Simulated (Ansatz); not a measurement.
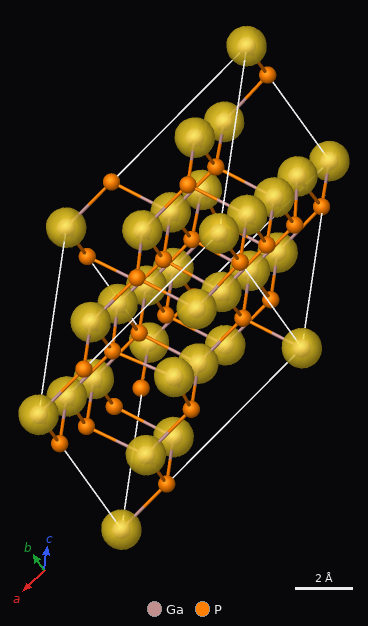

*Ga₁₆P₁₅ (cell with a defect). Isosurface of the valence charge density (pseudo) at 1 e/Å³ (yellow), seen at an oblique angle. Sticks mark near contacts.*

Spin-polarised.

All numbers below come from DFT PBE, scalar-relativistic, plane waves, PAW (Ansatz).

The density is the valence pseudo-density of a PAW calculation; it isn't the true density close to the nuclei.

```
CELL_PARAMETERS angstrom
-5.50512 5.50512 5.50512
5.50512 -5.50512 5.50512
5.50512 5.50512 -5.50512
ATOMIC_POSITIONS crystal
Ga 0.47992 0.49949 0.00330
Ga 0.49881 0.74823 0.74892
Ga 0.50166 0.00048 0.50053
Ga 0.74940 0.25150 0.99955
Ga 0.49914 0.24732 0.24863
Ga 0.74759 0.49956 0.75122
Ga 0.75215 0.75334 0.50167
Ga 0.00098 0.99996 0.99950
Ga 0.75035 0.99983 0.25192
Ga 0.01821 0.27136 0.76771
Ga 0.00068 0.49951 0.49818
Ga 0.24649 0.73474 0.99628
Ga 0.99799 0.74864 0.24872
Ga 0.25006 0.00041 0.75187
Ga 0.25006 0.25185 0.50043
Ga 0.25360 0.49979 0.23827
P 0.24930 0.74752 0.75000
P 0.24985 0.00009 0.50011
P 0.49799 0.25189 0.00058
P 0.25057 0.25064 0.24817
P 0.49635 0.49988 0.75444
P 0.49990 0.74928 0.49754
P 0.74987 0.00028 0.00029
P 0.49672 0.99331 0.24681
P 0.75395 0.25267 0.75205
P 0.74986 0.50024 0.50030
P 0.00005 0.74750 0.99938
P 0.74561 0.74771 0.24840
P 0.00346 0.00755 0.75344
P 0.00183 0.25243 0.50354
P 0.00318 0.49995 0.24652
```

**What does this surface tell about the bonding?**

At this value the density breaks into separate islands; it holds about 50 % of the electrons treated as valence (semicore included). It bridges none of the near contacts. It is pinched off along the shortest Ga–P (2.38 Å) and Ga–P (2.42 Å) contacts. On the grid the lowest density along these lines, outside the cores, is 0.51 e/Å³ (Ga–P, 2.38 Å) and 0.48 e/Å³ (Ga–P, 2.42 Å).
